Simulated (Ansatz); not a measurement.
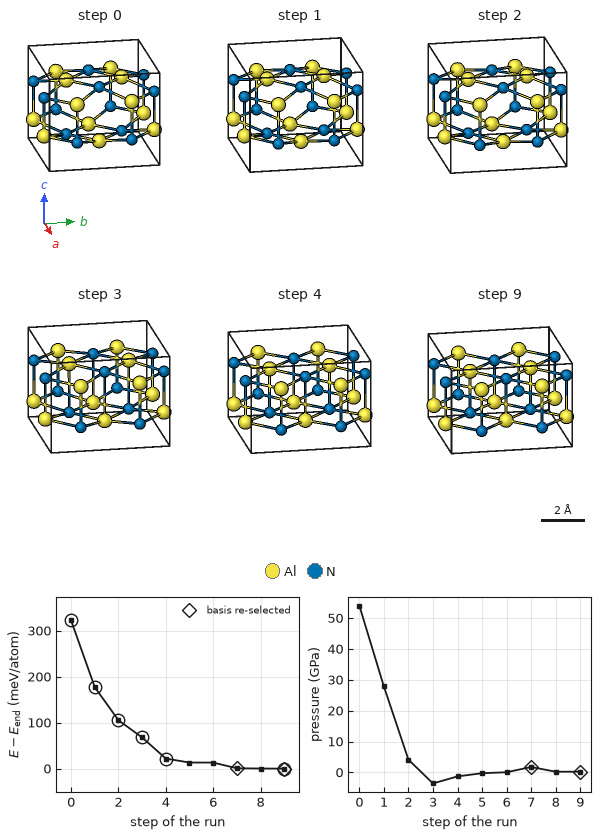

Frames of a relaxation of a crystal of AlN (a generated structure, set up in P4_2/nmc) (coarse preliminary run), marked on the history of the run. Style: ball-and-stick. Shown: the cell of the calculation, from a free direction.

Theory: Ansatz, DFT PBE, scalar-relativistic, plane waves, PAW. Settings: plane-wave cutoff 420 eV; k-point mesh 4 × 4 × 4; occupations gaussian; smearing width 0.1 eV; no spin polarisation; cell and atoms relaxed; force threshold 0.04 eV/Å; at most 70 steps.

Describe the path.

Answer. After 7 accepted moves (9 points after the start) the energy has fallen by 322 meV per atom. Largest force component: 1.6 eV/Å at the start, 0.0066 eV/Å at the end. The pressure goes from 54.03 to 0.22 GPa. The SCF was repeated twice at an unchanged geometry on a basis and grid sized afresh for the cell, which shifted the energy by 12.4 meV per atom at most. The largest moves relative to the cell, 0.17 Å, are those of Al and N atoms. Largest moves by element: Al 0.17 Å, N 0.17 Å. The drawn cell changes as follows: a = b 5.247 → 5.753 Å (+9.7 %), c 4.516 → 4.071 Å (−9.8 %); the volume changes by +8.4 %. Among the contacts that change: Al–N 2.644 → 2.036 Å, Al–N 1.870 → 2.034 Å. New bonds form: Al–N (2.64 → 2.04 Å). Bond angles that change, for instance: N–Al–N 101.8° → 90.0°, Al–N–Al 101.8° → 90.0°, N–Al–N 168.2° → 180.0°. The space group (tolerance 0.01 Å) goes from P4_2/nmc (No. 137) to Fm-3m (No. 225). From step 0 to 1: N atoms move most (0.03 Å), volume +6.6 %, energy −145 meV per atom. From step 1 to 2: N atoms move most (0.03 Å), volume +6.7 %, energy −71.9 meV per atom. From step 2 to 3: Al atoms move most (0.07 Å), volume −0.8 %, energy −37.4 meV per atom. From step 3 to 4: Al atoms move most (0.07 Å), volume −3.5 %, energy −45.9 meV per atom. From step 4 to 9: Al atoms move most (0.04 Å), volume −0.4 %, energy −21.9 meV per atom.
